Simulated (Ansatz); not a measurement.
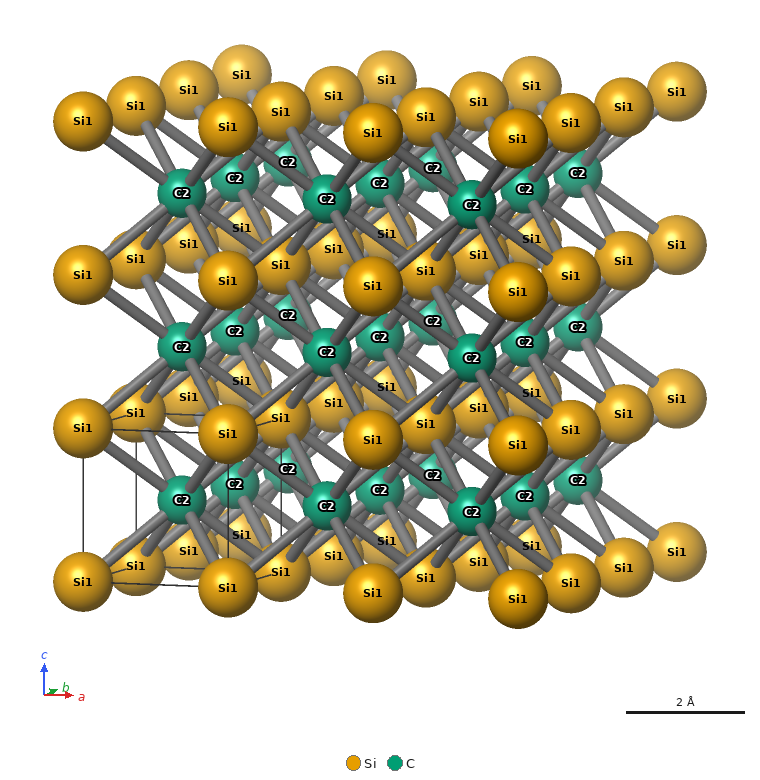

Figure 1. The structure as given in the input (ball-and-stick view of the cell of the calculation, repeated 3 × 3 × 3, seen slightly off an axis; atoms are numbered from 1 in the order of the input). Near neighbours in the crystal (not all of them lie inside the picture): Si has 8 C at 2.27 Å; C has 8 Si at 2.27 Å.

# What a change does: single-point calculation on SiC

System: SiC (Pm-3m, 2 atoms in the cell).
Method of run 1: DFT PBEsol, scalar-relativistic, plane waves, PAW, no spin polarisation (Ansatz 0.2.0).

Text and figures count atoms from 1; the logs count them from 0 in places.

**Input file, run 1**
```yaml
crystal:
  lattice:
    - [2.6182809791, 0.0, 0.0]
    - [0.0, 2.6182809791, 0.0]
    - [0.0, 0.0, 2.6182809791]
  atoms:
    - { symbol: Si, position: [0.0, 0.0, 0.0] }
    - { symbol: C, position: [0.5, 0.5, 0.5] }
basis:
  ecutwfc: 420
kpoints:
  mp_grid: { grid: [6, 6, 6] }
hamiltonian:
  xc: pbesol
scf:
  occupations: { method: gaussian, width: 0.05 }
output:
  forces: true
  stress: true
  eigenvalues: true
```

Command:
```bash
ansatz run input.yaml --threads 1 --pin off --max-ram 1228MiB --backend cpu --events-out ev --progress --plain --runs-dir out
```

Hardware: 1 thread of Intel Xeon (Granite Rapids), 64 GiB of memory available, shared host.

**Output, shortened to warnings, some set-up lines, iterations and results (run 1)**
```
Basis set: ecut = 420 eV, 365 PW (Γ), exchange–correlation on 36×36×36 points (8 copies of the dense FFT grid, shifted against one another)
Symmetry: 48 space group operations
k-points: 20 of 216
Initial density: superposition of atomic densities (neutral atoms: chi_scale 0, normalization atom), corrected by the library's trained network
[...]
SCF iter   1: F=—  HF=-864.786713 eV  |F-HF|=—  |Δ(HF+E_count)|=         —  Δρ=2.00e-2  dr2=9.04e-2  ethr=1.77e-3  ⟨swp⟩=5.1  Hψ=1200  notcnv=0
SCF iter   2: F=—  HF=-864.762034 eV  |F-HF|=—  |Δ(HF+E_count)|=   2.47e-2  Δρ=7.63e-3  dr2=1.31e-2  ethr=1.13e-3  ⟨swp⟩=1.8  Hψ=365  notcnv=0  defer=1
SCF iter   3: F=—  HF=-864.758062 eV  |F-HF|=—  |Δ(HF+E_count)|=   3.97e-3  Δρ=6.57e-4  dr2=2.69e-5  ethr=1.64e-4  ⟨swp⟩=2.5  Hψ=274  notcnv=0  defer=6
SCF iter   4: F=—  HF=-864.758085 eV  |F-HF|=—  |Δ(HF+E_count)|=   2.25e-5  Δρ=1.72e-4  dr2=7.01e-6  ethr=3.36e-7  ⟨swp⟩=2.4  Hψ=225  notcnv=0  defer=6
SCF iter   5: F=-864.758083 eV  HF=-864.758083 eV  |F-HF|=3.57e-9  |Δ(HF+E_count)|=   1.95e-6  Δρ=6.85e-6  dr2=6.13e-9  ethr=8.76e-8  ⟨swp⟩=2.0  Hψ=206  notcnv=0  defer=6
SCF iter   6: F=-864.758083 eV  HF=-864.758083 eV  |F-HF|=2.00e-11  |Δ(HF+E_count)|=  2.39e-10  Δρ=1.14e-6  dr2=9.37e-11  ethr=7.67e-11  ⟨swp⟩=2.4  Hψ=547  notcnv=0
SCF 1 converged in 6 iterations: F = -864.758083 eV  dr2 = 9.37e-11
SCF converged after 6 iterations
Free energy (F): -864.758083 eV
Harris-Foulkes:  -864.758083 eV  (|F-HF|=2.00e-11)
Internal energy: -864.756333 eV  (E = F + TS)
E sigma→0 (E₀):  -864.757208 eV
Entropy (-TS):   -0.001750 eV (-0.875 meV/atom)
Fermi energy:    12.950970 eV
--- Per-component energies (eV) ---
  E_band       = 50.403306
  E_kinetic    = 129.005052
  E_local      = -42.868507  (includes V_loc(G=0)·N_el)
  E_nonlocal   = 51.925053
  E_hartree    = 14.035471
  E_xc         = -104.143407
  E_vxc        = -108.502576  (∫ρ·V_xc dr)
  E_paw        = -592.530139  (= ΣΔE_a)
  E_vpaw       = -7.226735  (= ΣTr[D̂ρ^β])
  E_aug_tail   = 0.000012  (compensation charges beyond the density's cutoff)
  E_ewald      = -320.232531
  E_core_change = 0.052661  (= ΣΔE_core)
  E_smearing   = -0.001750  (= −TS)
  E_closure    = 0.000000  (closes the sum)
  Σ components = -864.758083   (vs F -864.758083, Δ=0.00e0)
--- Forces (eV/Å), atoms counted from 1 ---
  atom   1  Si    -0.00000000    -0.00000000    -0.00000000
  atom   2  C      0.00000000     0.00000000     0.00000000
  max |Σ_I F_I| component: 3.12e-31 eV/Å
--- Stress (GPa, compression-positive) ---
       -0.140850      -0.000000       0.000000
        0.000000      -0.140850       0.000000
        0.000000       0.000000      -0.140850
  P = ⅓ Tr σ = -0.1408 GPa (-1.408 kbar)
```

For run 2 the input was changed thus:
```diff
-    - [2.6182809791, 0.0, 0.0]
-    - [0.0, 2.6182809791, 0.0]
-    - [0.0, 0.0, 2.6182809791]
+    - [2.6121132413, 0.0, 0.0]
+    - [0.0, 2.6121132413, 0.0]
+    - [0.0, 0.0, 2.6121132413]
```

What does this change do to the results?

With the same functional and potentials, run 2 lies 0.29 meV per atom higher. The pressure goes from −0.14 to 1.26 GPa. The volume per atom goes from 8.97 to 8.91 Å³. The cell is scaled evenly with the atoms at fixed fractional positions, so −ΔP/Δ ln V estimates the bulk modulus midway between the two volumes: about 200 GPa. The SCF takes 7 iterations against 6.

**Output, shortened to warnings, some set-up lines, iterations and results (run 2)**
```
Basis set: ecut = 420 eV, 365 PW (Γ), exchange–correlation on 36×36×36 points (8 copies of the dense FFT grid, shifted against one another)
Symmetry: 48 space group operations
k-points: 20 of 216
Initial density: superposition of atomic densities (neutral atoms: chi_scale 0, normalization atom), corrected by the library's trained network
[...]
SCF iter   1: F=—  HF=-864.786789 eV  |F-HF|=—  |Δ(HF+E_count)|=         —  Δρ=2.03e-2  dr2=9.22e-2  ethr=1.77e-3  ⟨swp⟩=5.1  Hψ=1207  notcnv=0
SCF iter   2: F=—  HF=-864.760148 eV  |F-HF|=—  |Δ(HF+E_count)|=   2.66e-2  Δρ=6.93e-3  dr2=1.03e-2  ethr=1.15e-3  ⟨swp⟩=2.0  Hψ=397  notcnv=0  defer=4
SCF iter   3: F=—  HF=-864.757565 eV  |F-HF|=—  |Δ(HF+E_count)|=   2.58e-3  Δρ=1.58e-3  dr2=3.72e-4  ethr=1.28e-4  ⟨swp⟩=2.5  Hψ=281  notcnv=0  defer=5
SCF iter   4: F=—  HF=-864.757578 eV  |F-HF|=—  |Δ(HF+E_count)|=   1.25e-5  Δρ=1.11e-3  dr2=2.89e-4  ethr=4.65e-6  ⟨swp⟩=2.2  Hψ=221  notcnv=0  defer=5
SCF iter   5: F=—  HF=-864.757523 eV  |F-HF|=—  |Δ(HF+E_count)|=   5.48e-5  Δρ=5.76e-4  dr2=7.80e-5  ethr=3.61e-6  ⟨swp⟩=1.0  Hψ=155  notcnv=0  defer=5
SCF iter   6: F=—  HF=-864.757511 eV  |F-HF|=—  |Δ(HF+E_count)|=   1.24e-5  Δρ=1.42e-4  dr2=4.73e-6  ethr=9.75e-7  ⟨swp⟩=1.4  Hψ=173  notcnv=0  defer=5
SCF iter   7: F=-864.757509 eV  HF=-864.757509 eV  |F-HF|=5.81e-8  |Δ(HF+E_count)|=   1.13e-6  Δρ=1.73e-5  dr2=7.17e-8  ethr=1.25e-9  ⟨swp⟩=3.9  Hψ=683  notcnv=0
SCF 1 converged in 7 iterations: F = -864.757509 eV  dr2 = 7.17e-8
SCF converged after 7 iterations
Free energy (F): -864.757509 eV
Harris-Foulkes:  -864.757509 eV  (|F-HF|=5.81e-8)
Internal energy: -864.755724 eV  (E = F + TS)
E sigma→0 (E₀):  -864.756617 eV
Entropy (-TS):   -0.001785 eV (-0.892 meV/atom)
Fermi energy:    13.066514 eV
--- Per-component energies (eV) ---
  E_band       = 51.083999
  E_kinetic    = 129.407802
  E_local      = -42.356878  (includes V_loc(G=0)·N_el)
  E_nonlocal   = 51.960497
  E_hartree    = 14.004762
  E_xc         = -104.278877
  E_vxc        = -108.679442  (∫ρ·V_xc dr)
  E_paw        = -592.557037  (= ΣΔE_a)
  E_vpaw       = -7.255713  (= ΣTr[D̂ρ^β])
  E_aug_tail   = 0.000012  (compensation charges beyond the density's cutoff)
  E_ewald      = -320.988666
  E_core_change = 0.052661  (= ΣΔE_core)
  E_smearing   = -0.001785  (= −TS)
  E_closure    = -0.000000  (closes the sum)
  Σ components = -864.757509   (vs F -864.757509, Δ=0.00e0)
--- Forces (eV/Å), atoms counted from 1 ---
  atom   1  Si    -0.00000000     0.00000000    -0.00000000
  atom   2  C      0.00000000     0.00000000     0.00000000
  max |Σ_I F_I| component: 5.26e-30 eV/Å
--- Stress (GPa, compression-positive) ---
        1.264167       0.000000       0.000000
        0.000000       1.264167       0.000000
        0.000000       0.000000       1.264167
  P = ⅓ Tr σ = 1.2642 GPa (12.642 kbar)
```

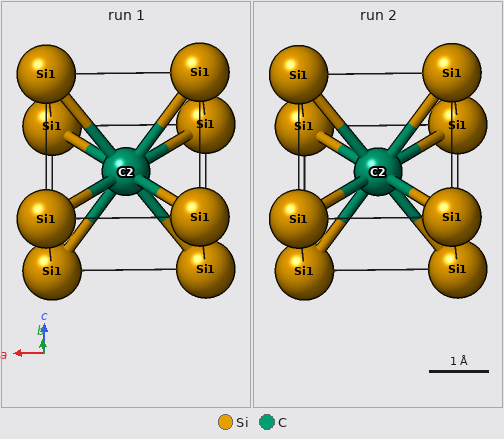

Figure 2. The two input geometries at one scale (ball-and-stick view of the cell of the calculation, seen at an oblique angle). The atoms keep their places relative to the cell (all moves are under 0.005 Å). Cell: a = b = c 2.618 → 2.612 Å (−0.2 %). Volume −0.7 %. Among the contacts that change: Si1–C2 2.267 → 2.262 Å.

**The two runs side by side**

```tsv
quantity	run 1	run 2
outcome	converged	converged
free energy per atom (eV)	−432.3790	−432.3788
energy per atom, smearing taken to zero (eV)	−432.3786	−432.3783
gap on the mesh (eV)	0.00	0.00
pressure (GPa)	−0.14	1.26
volume per atom (Å³)	8.97	8.91
largest force (eV/Å)	0.000	0.000
SCF iterations	6	7
irreducible k-points	20	20
plane waves at Γ	365	365
```
